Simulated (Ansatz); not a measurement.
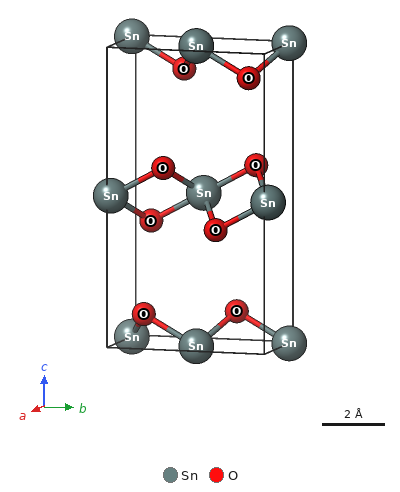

The input geometry (ball-and-stick view of the cell 2 times as large as that of the calculation, set on its symmetry axes, seen slightly off an axis). An atom can appear more than once, as a periodic image. Near neighbours in the periodic cell (some may lie outside the picture): Sn has 6 O at 2.04 to 2.05 Å; O has 3 Sn at 2.04 to 2.05 Å.

SnO2: single-point calculation

The run: single-point calculation of SnO2 (6 atoms in the cell). Method and program: DFT PBEsol+D3(BJ), scalar-relativistic, plane waves, PAW, PAW set soft_1, no spin polarisation (Ansatz 0.2.0).

The structure derives from a Materials Project entry. Figures and captions count atoms from 1; the log counts them from 0 in places.

### Input
```yaml
crystal:
  lattice:
    - [3.0984934447, 0.0, 0.0]
    - [-1.5492467224, 2.6833740366, 0.0]
    - [0.0, 0.0, 9.8605907128]
  atoms:
    - { symbol: Sn, position: [-0.1299075152, 0.0, 0.5] }
    - { symbol: Sn, position: [0.1299075152, 0.0, 0.0] }
    - { symbol: O, position: [0.5349147339, 0.3333333333, 0.4003665319] }
    - { symbol: O, position: [0.7984185994, 0.3333333333, 0.0996334681] }
    - { symbol: O, position: [0.2015814006, 0.6666666667, 0.5996334681] }
    - { symbol: O, position: [0.4650852661, 0.6666666667, 0.9003665319] }
basis:
  ecutwfc: 520.0
kpoints:
  mp_grid: { grid: [12, 12, 4] }
hamiltonian:
  xc: pbesol
  pseudopotentials: { kind: paw, azcp: { folder: soft_1 } }
  dispersion: d3bj
scf:
  occupations: { method: gaussian, width: 0.05 }
output:
  forces: true
  stress: true
  eigenvalues: true
  write_density: true
  write_potential: true
  elf: true
  volumetric_format: npy
```

Command:
```bash
ansatz run input.yaml --threads 2 --pin off --max-ram 4096MiB --backend cpu --events-out ev --progress --plain --runs-dir out
```

### Log
```
Warning: [file] the record states the generating functional pbe (its physics header spells it `PBE`), which answers neither for hamiltonian.xc's functional nor for the pbesol family's — results may be inconsistent (PPs are generated against a specific XC)
Warning: [file] the record states the generating functional pbe (its physics header spells it `PBE`), which answers neither for hamiltonian.xc's functional nor for the pbesol family's — results may be inconsistent (PPs are generated against a specific XC)
Engine: ansatz 0.2.0, aarch64-unknown-linux-gnu
Pseudopotentials: kind: paw
Pseudopotential: Sn, paw, valence charge 14, recommended cutoff 420 eV (normal), [file]
Pseudopotential: O, paw, valence charge 6, recommended cutoff 420 eV (normal), [file]
Functional definition: PBEsol
  exchange = pbesol_x
  correlation = pbesol_c
Crystal: 6 atoms, lattice volume = 81.985 Å³
Basis set: ecut = 520 eV, 2173 PW (Γ), exchange–correlation on 48×48×150 points (8 copies of the dense FFT grid, shifted against one another)
Bands: 32, of which v1, the nominal top of the filled ones, is band 26 counted from 1 (25 counted from 0)
Symmetry: 4 space group operations
Space group: C2221 (ITA 20), of the structure as read, at distance tolerance 4.3e-5 Å
k-points: 129 of 576 (time reversal used)
Non-local potential: Sn, projectors of the file, l = 0: 2, l = 1: 2, l = 2: 2, l = 3: 1
Non-local potential: O, projectors of the file, l = 0: 2, l = 1: 2, l = 2: 1
PAW form: soft (Blöchl's): semilocal exchange-correlation on the pseudo side does not see the compensation charge
PAW frozen core: Sn, regenerated for the run's functional, and the local potential with it (the file was generated under x = pbe(κ = 0.804, μ = 0.2195149727645171), c = pbe(β = 0.06672455060314922))
PAW frozen core: O, regenerated for the run's functional, and the local potential with it (the file was generated under x = pbe(κ = 0.804, μ = 0.2195149727645171), c = pbe(β = 0.06672455060314922))
PAW one-centre angular grid: Sn, 590 points (default); XC on 64 Gauss nodes
PAW one-centre angular grid: O, 110 points (default); XC on 64 Gauss nodes
Initial density: superposition of atomic densities (chi_scale 0.1, normalization cell, long waves kept (reshape's long-wave potential 0.12 eV rms))
Initial wavefunctions: pseudopotential atomic-orbital guess
Functional: x = pbesol(κ = 0.804, μ = 0.12345679012345678), c = pbesol(β = 0.046)
SCF iter   1: F=—  HF=-14143.645627 eV  |F-HF|=—  |Δ(HF+E_count)|=         —  Δρ=6.48e-2  dr2=3.05e0  ethr=3.10e-3  ⟨swp⟩=6.4  Hψ=19125  notcnv=0
preconditioner: auto → Resta (q_TF=auto, 2.529 Å⁻¹)  ε∞=3.2  [insulator: Δε(μ)=3.096 eV  Ē_g=20.078 eV  σ=0.050 eV  W_gap=1.00  n_scr=24 (ndim 8)  ℏωp=29.6 eV  f_vac=0.126  D(μ)=0.00/eV (n_scr^D=0)  ε∞_Penn≈3.2]
SCF iter   2: F=—  HF=-14142.966899 eV  |F-HF|=—  |Δ(HF+E_count)|=   6.79e-1  Δρ=3.21e-2  dr2=6.67e-1  ethr=3.10e-3  ⟨swp⟩=3.0  Hψ=8747  notcnv=0  defer=248
SCF iter   3: F=—  HF=-14142.831025 eV  |F-HF|=—  |Δ(HF+E_count)|=   1.36e-1  Δρ=9.41e-3  dr2=9.28e-2  ethr=1.28e-3  ⟨swp⟩=2.8  Hψ=7125  notcnv=0  defer=248
SCF iter   4: F=—  HF=-14142.820017 eV  |F-HF|=—  |Δ(HF+E_count)|=   1.10e-2  Δρ=2.56e-3  dr2=4.56e-3  ethr=1.78e-4  ⟨swp⟩=2.0  Hψ=5945  notcnv=0  defer=248
SCF iter   5: F=—  HF=-14142.824862 eV  |F-HF|=—  |Δ(HF+E_count)|=   4.85e-3  Δρ=8.08e-4  dr2=5.35e-4  ethr=8.77e-6  ⟨swp⟩=2.0  Hψ=5813  notcnv=0  defer=248
SCF iter   6: F=—  HF=-14142.826153 eV  |F-HF|=—  |Δ(HF+E_count)|=   1.29e-3  Δρ=1.25e-4  dr2=1.38e-5  ethr=1.03e-6  ⟨swp⟩=2.0  Hψ=6290  notcnv=0  defer=248
SCF iter   7: F=—  HF=-14142.826192 eV  |F-HF|=—  |Δ(HF+E_count)|=   3.98e-5  Δρ=2.61e-5  dr2=5.72e-7  ethr=2.66e-8  ⟨swp⟩=3.1  Hψ=8585  notcnv=0  defer=248
SCF iter   8: F=-14142.826194 eV  HF=-14142.826194 eV  |F-HF|=1.96e-8  |Δ(HF+E_count)|=   1.60e-6  Δρ=4.61e-6  dr2=1.30e-8  ethr=1.92e-10  ⟨swp⟩=18.4  Hψ=38590  notcnv=0
SCF 1 converged in 8 iterations: F = -14142.826194 eV  dr2 = 1.30e-8
  greatest PAW one-centre occupation: 0.997 electrons in one spin orbital (limit 2), on the Sn atom at site 0 (counted from 0), in its partial waves of l = 2
```

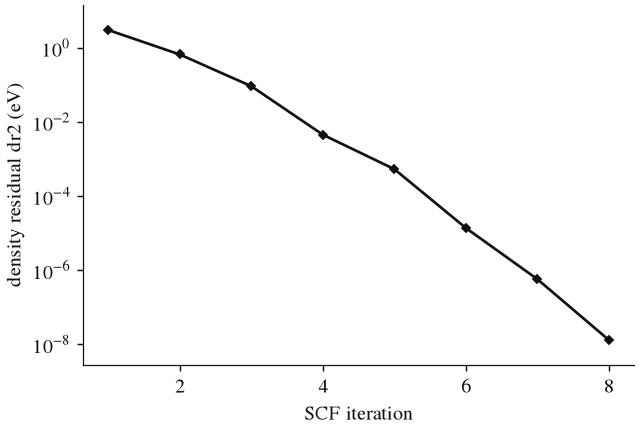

Convergence of the self-consistent field: density residual dr2 against the SCF iteration. The residual falls at every step.

```
SCF converged after 8 iterations
Free energy (F): -14142.826194 eV
Harris-Foulkes:  -14142.826194 eV  (|F-HF|=1.96e-8)
Internal energy: -14142.826194 eV  (E = F + TS)
E sigma→0 (E₀):  -14142.826194 eV
Fermi energy:    8.081452 eV
--- Per-component energies (eV) ---
  E_band       = -238.292950
  E_kinetic    = 1023.660635
  E_local      = -4588.026100  (includes V_loc(G=0)·N_el)
  E_nonlocal   = 507.876842
  E_hartree    = 2088.451052
  E_xc         = -533.325618
  E_vxc        = -525.854486  (∫ρ·V_xc dr)
  E_paw        = -9229.421162  (= ΣΔE_a)
  E_vpaw       = -832.854005  (= ΣTr[D̂ρ^β])
  E_aug_tail   = 0.001087  (compensation charges beyond the density's cutoff)
  E_ewald      = -3411.751284
  E_disp       = -1.002478  (pairwise vdW)
  E_core_change = 0.710831  (= ΣΔE_core)
  E_smearing   = -0.000000  (= −TS)
  E_closure    = 0.000000  (closes the sum)
  Σ components = -14142.826194   (vs F -14142.826194, Δ=0.00e0)
--- Forces (eV/Å), atoms counted from 1 ---
  atom   1  Sn    -0.12790536    -0.00000000     0.00000000
  atom   2  Sn     0.12790536     0.00000000     0.00000000
  atom   3  O      0.01839955    -0.00553521    -1.04564307
  atom   4  O     -0.01839955    -0.00553521     1.04564307
  atom   5  O      0.01839955     0.00553521     1.04564307
  atom   6  O     -0.01839955     0.00553521    -1.04564307
  max |Σ_I F_I| component: 8.67e-19 eV/Å
--- Stress (GPa, compression-positive) ---
       16.678324       0.000000       0.000000
        0.000000      16.370322       0.000000
        0.000000      -0.000000       7.111751
  P = ⅓ Tr σ = 13.3868 GPa (133.868 kbar)
--- Band table (eV; the first three rows and the last of 129) ---
  k-point 0: bands = ["-13.4595", "-13.4512", "-12.9581", "-12.9580", "-12.9578", "-12.9578", "-12.6123", "-12.6123", "-12.6119", "-12.6118", "-11.6645", "-11.6049", "-9.8887", "-9.7809", "2.7067", "3.2385", "5.1973", "5.2038", "5.2172", "5.2228", "5.2340", "5.8472", "5.8660", "5.8665", "5.8836", "6.2262", "9.4624", "10.5565", "12.6835", "13.0182", "17.8592", "18.1456"]
  k-point 1: bands = ["-13.4583", "-13.4525", "-12.9581", "-12.9580", "-12.9578", "-12.9578", "-12.6123", "-12.6123", "-12.6119", "-12.6118", "-11.6562", "-11.6140", "-9.8725", "-9.7963", "2.7696", "3.1393", "5.2036", "5.2173", "5.2180", "5.2286", "5.3622", "5.8528", "5.8649", "5.8667", "5.8785", "6.0736", "9.6298", "10.3941", "12.7469", "12.9794", "17.9072", "18.1095"]
  k-point 2: bands = ["-13.4554", "-13.4554", "-12.9580", "-12.9580", "-12.9578", "-12.9578", "-12.6123", "-12.6123", "-12.6118", "-12.6118", "-11.6355", "-11.6355", "-9.8340", "-9.8340", "2.9377", "2.9377", "5.2158", "5.2158", "5.2178", "5.2178", "5.7134", "5.7134", "5.8659", "5.8659", "5.8706", "5.8706", "10.0144", "10.0144", "12.8746", "12.8746", "18.0144", "18.0144"]
  k-point 128: bands = ["-13.8431", "-13.8431", "-13.2956", "-13.2956", "-12.7486", "-12.7486", "-12.6789", "-12.6789", "-12.5233", "-12.5233", "-9.9589", "-9.9589", "-8.2829", "-8.2829", "0.1098", "0.1098", "2.2465", "2.2465", "3.0985", "3.0985", "4.3880", "4.3880", "5.9389", "5.9389", "6.5376", "6.5376", "13.6484", "13.6484", "16.0268", "16.0268", "16.8537", "16.8537"]
```

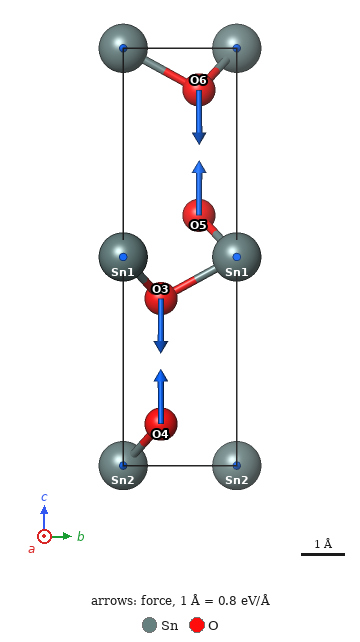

Forces on the atoms as blue arrows (ball-and-stick view of the cell of the calculation, along the a axis; atoms are numbered from 1 in the order of the input). The largest act on all 4 O atoms (1.05 eV/Å). The geometry is not a stationary point of this energy.

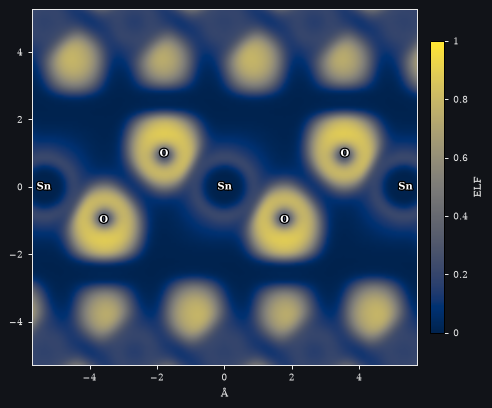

ELF on the (100) plane of the conventional cell. Atoms in the plane: Sn and O. Sn–O (2.04 Å): the ELF is about 0.30 at the midpoint. The fields are those of the smooth PAW valence density.

### Results in brief

```tsv
quantity	value
outcome	converged
space group (tolerance 0.01 Å)	C222₁ (20)
electrons treated	52
free energy	−14142.8262 eV
Fermi energy	8.081 eV
gap on the k-point mesh	2.76 eV
pressure	13.39 GPa
largest force (length of the vector)	1.046 eV/Å
hardware	2 threads of Arm Neoverse N1, 98 GiB of memory available, shared host
wall time	49 s (CPU time 96 s)
peak memory	0.56 GiB
```

### Remarks

Warnings of the run: the PAW datasets were made with another functional.
